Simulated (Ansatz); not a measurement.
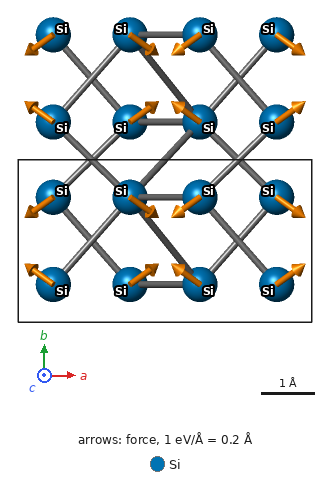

Starting geometry of crystalline Si (a generated structure, set up in Pcca) (coarse preliminary run) with the computed forces as orange arrows. Style: ball-and-stick. Shown: the cell of the calculation, repeated 1 × 2 × 1 with one cell outlined, along the c axis.

Theory: DFT PBE, scalar-relativistic, plane waves, PAW (Ansatz 0.2.0). Set-up: plane-wave cutoff 420 eV; k-point mesh 4 × 6 × 4; occupations gaussian; smearing width 0.1 eV; no spin polarisation; cell and atoms relaxed; force threshold 0.04 eV/Å; at most 70 steps.

> What follows when this structure is relaxed?

It isn't relaxed: the largest force vector, on Si atoms, is 3.80 eV/Å. The atoms end up moving mostly along the starting forces (cosine between the two patterns 0.97). Over 6 accepted moves (7 points after the start) the energy falls by 683 meV per atom. The largest force component goes from 2.8 to 0.038 eV/Å. Pressure: 47.88 GPa at the start and 0.32 GPa at the end. At 1 point the geometry stayed and the basis and grid were re-selected for the new cell (energy shift of 3.0 meV per atom at most each time). The largest moves relative to the cell, 0.19 Å, are those of Si atoms. Cell: a 5.620 → 6.200 Å (+10.3 %), b 3.113 → 3.316 Å (+6.5 %), c 6.261 → 6.856 Å (+9.5 %). Volume +28.7 %. Near-neighbour distances that change, for instance: Si–Si 2.060 → 2.533 Å, Si–Si 2.226 → 2.533 Å, Si–Si 2.153 → 2.371 Å, Si–Si 2.583 → 2.458 Å. Among the angles between lasting bonds that change: Si–Si–Si 93.1° → 81.8°, Si–Si–Si 76.5° → 84.8°, Si–Si–Si 97.0° → 104.1°. The space group (tolerance 0.01 Å) goes from Pcca (No. 54) to Cmce (No. 64). Cost: 2.3 min on 1 thread of Intel(R) Xeon(R) Processor @ 2.50GHz (Skylake/Cascade Lake), with other jobs on the host, peak memory 0.43 GiB.
